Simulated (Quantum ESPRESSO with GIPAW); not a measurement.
## AlAs: NMR parameters from first principles

Wanted: NMR shieldings for each site of AlAs.

What was measured: 27Al isotropic shift 131 ppm, in “Application of 27Al NMR Techniques to Structure Determination in Solids” (Application of 27Al NMR Techniques to Structure Determination in Solids, 1992), quoting earlier work. Shifts are on the scales named with the reference lines below.

Program: Quantum ESPRESSO with GIPAW 8.0dev (patched build). Level of theory: DFT, PBEsol, plane-wave PAW (pslibrary 1.0.0 recipes), scalar-relativistic, GIPAW; a patched development version of the program. Results are calculated unless marked as measured.

### 1. The structure

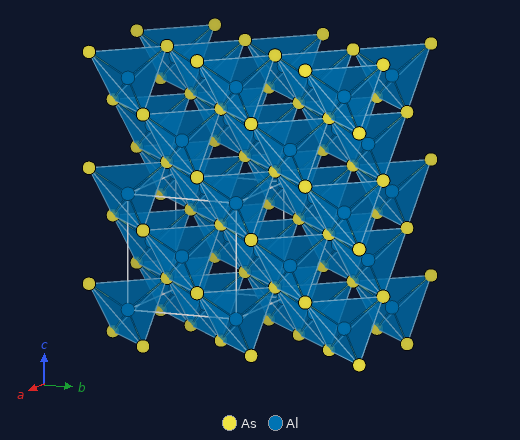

Start, viewed slightly off an axis; arsenic yellow, aluminium blue. 1×2×2 cells are drawn. This picture shows the conventional cell, with its axes. Some periodic images of atoms are drawn too.

The cell is an entry of the Crystallography Open Database.

### 2. Ground state

GIPAW is a response on top of the ground state, so the wavefunctions come first. Their errors pass straight into the induced current, hence the tight threshold. No empty states are asked for: the response is solved without them. The mesh has a spacing of 0.18 Å⁻¹ at most. The PAW files were made with ld1.x from the pslibrary 1.0.0 recipes, with GIPAW reconstruction switched on.

File scf.in:

```
&control
  calculation = 'scf'
  prefix = 'x'
  outdir = './tmp/'
  pseudo_dir = './'
/
&system
  ibrav = 0
  nat = 2
  ntyp = 2
  ecutwfc = 55
  ecutrho = 330
  nbnd = 9
/
&electrons
  conv_thr = 1.0d-10
  mixing_beta = 0.7
  electron_maxstep = 100
/
ATOMIC_SPECIES
  As 74.922 As.pbesol-dn-kjpaw_psl.1.0.0-gipaw.UPF
  Al 26.982 Al.pbesol-n-kjpaw_psl.1.0.0-gipaw.UPF
CELL_PARAMETERS angstrom
  0.00000000 2.83040000 2.83040000
  2.83040000 0.00000000 2.83040000
  2.83040000 2.83040000 0.00000000
ATOMIC_POSITIONS crystal
  As 0.25000000 0.25000000 0.25000000
  Al 0.00000000 0.00000000 0.00000000
K_POINTS automatic
  11 11 11 0 0 0
```

The run is started by

```sh
$ mpirun -np 4 pw.x -nk 4 -in scf.in > scf.out
```

The program printed:

```text
using ibrav=0 with symmetry is DISCOURAGED, use correct ibrav instead

     bravais-lattice index     =            0
     lattice parameter (alat)  =       7.5642  a.u.
     unit-cell volume          =     306.0343 (a.u.)^3
     number of atoms/cell      =            2
     number of atomic types    =            2
     number of electrons       =        18.00
     number of Kohn-Sham states=            9
     kinetic-energy cutoff     =      55.0000  Ry
     charge density cutoff     =     330.0000  Ry
     scf convergence threshold =      1.0E-10
     mixing beta               =       0.7000
     number of iterations used =            8  plain     mixing
     Exchange-correlation= SLA-PW-PSX-PSC
                           (   1   4  10   8   0   0   0)
[...]
As               15.00    74.92200     As( 1.00)
     Al                3.00    26.98200     Al( 1.00)

     24 Sym. Ops. (no inversion) found
[...]
number of k points=    56
[...]
Dense  grid:    30923 G-vectors     FFT dimensions: (  45,  45,  45)

     Smooth grid:    16865 G-vectors     FFT dimensions: (  36,  36,  36)

     Initial potential from superposition of free atoms

     starting charge      17.9976, renormalised to      18.0000
     Starting wfcs are   13 randomized atomic wfcs

     Self-consistent Calculation

     iteration #  1     ecut=    55.00 Ry     beta= 0.70
     Davidson diagonalization with overlap
     ethr =  1.00E-02,  avg # of iterations =  1.7

     Threshold (ethr) on eigenvalues was too large:
     Diagonalizing with lowered threshold

     Davidson diagonalization with overlap
     ethr =  3.10E-04,  avg # of iterations =  2.8

     total energy              =    -392.19975104 Ry
     estimated scf accuracy    <       0.05990523 Ry

     iteration #  2     ecut=    55.00 Ry     beta= 0.70
     Davidson diagonalization with overlap
     ethr =  3.33E-04,  avg # of iterations =  2.0

     total energy              =    -392.20845603 Ry
     estimated scf accuracy    <       0.00543201 Ry

     iteration #  3     ecut=    55.00 Ry     beta= 0.70
[...]
total energy              =    -392.20960403 Ry
     estimated scf accuracy    <       0.00031965 Ry

[...]
total energy              =    -392.20966967 Ry
[...]
iteration #  9     ecut=    55.00 Ry     beta= 0.70
     Davidson diagonalization with overlap
     ethr =  4.41E-11,  avg # of iterations =  2.0

     total energy              =    -392.20966967 Ry
     estimated scf accuracy    <          1.1E-10 Ry

     iteration # 10     ecut=    55.00 Ry     beta= 0.70
     Davidson diagonalization with overlap
     ethr =  5.96E-13,  avg # of iterations =  5.0

     End of self-consistent calculation
     [one-electron energies left out]

!    total energy              =    -392.20966967 Ry
     total all-electron energy =     -5003.543016 Ry
     estimated scf accuracy    <          5.8E-11 Ry

     The total energy is the sum of the following terms:
     one-electron contribution =    -194.05855693 Ry
     hartree contribution      =     105.77030977 Ry
     xc contribution           =     -54.40498315 Ry
     ewald contribution        =    -107.03872604 Ry
     one-center paw contrib.   =    -142.47771332 Ry

     convergence has been achieved in  10 iterations
[...]
JOB DONE.
```

The job ended after 10 s (4 MPI ranks of Arm Neoverse V1, shared host; peak memory 0.42 GiB).

It converged in 10 cycles to an estimated accuracy of 6e-11 Ry, on 56 irreducible k-points.

### 3. GIPAW: job nmr

A uniform field breaks periodicity, so gipaw.x applies it as a wave of small q and takes the limit. It solves for the first-order states, builds the induced current and gets the field at each nucleus by Biot–Savart; the PAW spheres add what the smooth waves miss near the nuclei. pawproj makes the reconstruction use the PAW data sets' own projectors.

File nmr.in:

```
&inputgipaw
  job = 'nmr'
  prefix = 'x'
  tmp_dir = './tmp/'
  restart_mode = 'from_scratch'
  verbosity = 'low'
  q_gipaw = 0.01
  spline_ps = .true.
  conv_threshold = 1.0d-11
  use_nmr_macroscopic_shape = .false.
  pawproj(1) = .true.
  pawproj(2) = .true.
/
```

The run is started by

```sh
$ mpirun -np 4 gipaw.x -in nmr.in > nmr.out
```

The program printed:

```text
[banner, memory and clock lines left out]
[a note of our patched build left out]

     Parallelizing q-star over 1 images

     IMPORTANT: XC functional enforced from input :
     Exchange-correlation= PBESOL
                           (   1   4  10   8   0   0   0)
     Any further DFT definition will be discarded
     Please, verify this is what you really want

[...]
alpha_pv=     68.8344 eV

     spline_ps is .false., expect some extrapolation errors

     q-space interpolation up to    66.00 Rydberg

     GIPAW job: nmr
     NMR macroscopic correction: no
[...]
Computing the magnetic susceptibility     isolve=0    ethr=  0.1000E-10
     Starting from scratch
     k-point #    1 of    56      pool #  1    cpu time:       0.8
[...]
End of magnetic susceptibility calculation

     f-sum rule (1st term):
           -10.2027         -0.0000          0.0000
            -0.0000        -10.2027          0.0000
             0.0000          0.0000        -10.2027

     f-sum rule (2nd term):
             0.0160         -0.0000          0.0000
            -0.0000          0.0160          0.0000
             0.0000          0.0000          0.0160

     f-sum rule (should be   -10.1752):
           -10.1867         -0.0000          0.0000
            -0.0000        -10.1867          0.0000
             0.0000          0.0000        -10.1867

[... susceptibilities left out ...]
     Contributions to the NMR chemical shifts: -------------------------------

     Macroscopic shape contribution in ppm:                    0.00
             0.0000          0.0000          0.0000
             0.0000          0.0000          0.0000
             0.0000          0.0000          0.0000

     Core contribution in ppm:

     Atom  1  As  pos: (  0.353553  0.353553  0.353553)  core sigma:        2539.84
     Atom  2  Al  pos: (  0.000000  0.000000  0.000000)  core sigma:         765.91

     Bare contribution in ppm:

     Atom  1  As  pos: (  0.353553  0.353553  0.353553)  bare sigma:          43.76
[...]
Atom  2  Al  pos: (  0.000000  0.000000  0.000000)  bare sigma:         -19.36
[...]
Diamagnetic contribution in ppm:

     Atom  1  As  pos: (  0.353553  0.353553  0.353553)  dia sigma:         306.67
[...]
Atom  2  Al  pos: (  0.000000  0.000000  0.000000)  dia sigma:           2.22
[...]
Paramagnetic contribution in ppm:

     Atom  1  As  pos: (  0.353553  0.353553  0.353553)  para sigma:        -482.53
[...]
Atom  2  Al  pos: (  0.000000  0.000000  0.000000)  para sigma:        -365.51
[...]
Paramagnetic US occ-occ contribution in ppm:

     Atom  1  As  pos: (  0.353553  0.353553  0.353553)  para_oo sigma:          -3.44
[...]
Atom  2  Al  pos: (  0.000000  0.000000  0.000000)  para_oo sigma:          -0.46
[...]
Paramagnetic US L_R Q_R contribution in ppm:

     Atom  1  As  pos: (  0.353553  0.353553  0.353553)  para_lq sigma:        -903.66
[...]
Atom  2  Al  pos: (  0.000000  0.000000  0.000000)  para_lq sigma:           9.25
[...]
Total NMR chemical shifts in ppm: ---------------------------------------
     (adopting the Simpson convention for anisotropy and asymmetry)-----------

     Atom  1  As  pos: (  0.353553  0.353553  0.353553)  Total sigma:        1500.65
          1500.6452          0.0000          0.0000
             0.0000       1500.6452         -0.0000
            -0.0000         -0.0000       1500.6452

     As      1    anisotropy:      0.00    eta:    0.0000
[...]
Atom  2  Al  pos: (  0.000000  0.000000  0.000000)  Total sigma:         392.05
           392.0491         -0.0000         -0.0000
            -0.0000        392.0491          0.0000
            -0.0000          0.0000        392.0491

     Al      2    anisotropy:     -0.00    eta:    0.0000
[...]
```

Elapsed: 2.1 min, on 4 MPI ranks; peak memory 0.28 GiB; 8.5 min of CPU time.

The f-sum rule is met to 0.011 of 10.2 (0.1 %). Converged shieldings require that this miss be small, but a small miss does not prove them.

From the symmetric part of each tensor, with principal values σ11 ≤ σ22 ≤ σ33: σ_iso is their mean, the span is σ33 − σ11 and the skew 3(σ_iso − σ22)/span. (gipaw.x prints an anisotropy in another convention.)

| site | atom no. | atoms in cell | σ_iso (ppm) | span (ppm) | skew |
| --- | --- | --- | --- | --- | --- |
| As | 1 | 1 | 1501 | 0 | - |
| Al | 2 | 1 | 392.0 | 0.0 | - |

The macroscopic shape term is switched off. For a spherical sample the valence susceptibility of this run would add about 10 ppm to every site, a rough estimate, since the susceptibility converges slowly and lacks part of the PAW terms. Differences within the crystal don't depend on it, but shieldings of different compounds can't be compared to better than a few ppm without it.

As and Al sit on cubic site symmetry, where the tensor must be isotropic.

How the isotropic values are made up (ppm). The core part is that of the free atom's core; bare is the current of the smooth valence states; the last two are what the PAW spheres add to the diamagnetic and the paramagnetic current:

| site | core | bare | reconstruction, dia | reconstruction, para |
| --- | --- | --- | --- | --- |
| As | 2539.8 | 43.8 | 306.7 | -1389.6 |
| Al | 765.9 | -19.4 | 2.2 | -356.7 |

### 4. NMR parameters by site

Spectra are read against a reference compound, and shifts rise as shieldings fall. A slope other than one corrects for the functional's tendency to overstate or understate differences of shielding.

To turn shieldings into shifts, lines fitted to measured solids are used. 27Al bound to N, or without O or F neighbours: δ = (541.4 − σ) / 0.839, zero at aqueous Al3+, fitted to 4 measured values, from AlCl3, AlN, AlP and KAlH4, with a scatter of 2.1 ppm r.m.s., with σ taken with the shape term of a sphere (10.2 ppm here). Kinds of site that fitted badly were split off after the misses were seen, so the scatter is that of the points kept.

Covalently bonded atoms count as neighbours within 1.18 times the sum of their radii. Otherwise a cation's neighbours lie within 1.2 times its shortest bond (1.3 for large cations, each anion's radius taken off where they differ), and an anion's are the cations that count it.

| site | atom no. | atoms in cell | surroundings | bonds (Å) | δ_iso (ppm) |
| --- | --- | --- | --- | --- | --- |
| As | 1 | 1 | AsAl4 | 2.451 | - |
| Al | 2 | 1 | AlAs4 | 2.451 | 165.9 |

### 5. Against experiment

| quantity | site | measured | calculated | difference |
| --- | --- | --- | --- | --- |
| 27Al isotropic shift (ppm) | Al | 131 | 165.9 | +34.9 |

### 6. Results

```yaml
27al_shift: 165.9 ppm
75as_shielding_without_shape_term: 1501 ppm
```

27Al has one site (AlAs4), with isotropic shift 165.9 ppm. Verdict on the shifts: 27Al poor, missed by 35 ppm at most, 16.2 times the scatter of its line. No sound run at another cutoff or mesh is at hand, so convergence rests on the f-sum rule and on experience with these files. This build of gipaw.x prints that it is not audited and that its numbers are no references by themselves. It also reports spline_ps as false although the input sets it; why was not traced.

[Banner, clock, file and message-heading lines were taken out of the pw.x and gipaw.x logs.]

[Logs are printed without paths, hosts, clocks, repeated set-up lines and the standing remarks that a program may print on its own settings, such as how far it seeks lower states.]

[Hosts, paths, dates, database ids (printed as entryN), source tags and the programs' standing remarks are cut or masked in the printed files.]

[Where no reference line passes its bar on scatter, no shift is given, so a measured shift of this compound may stand uncompared.]
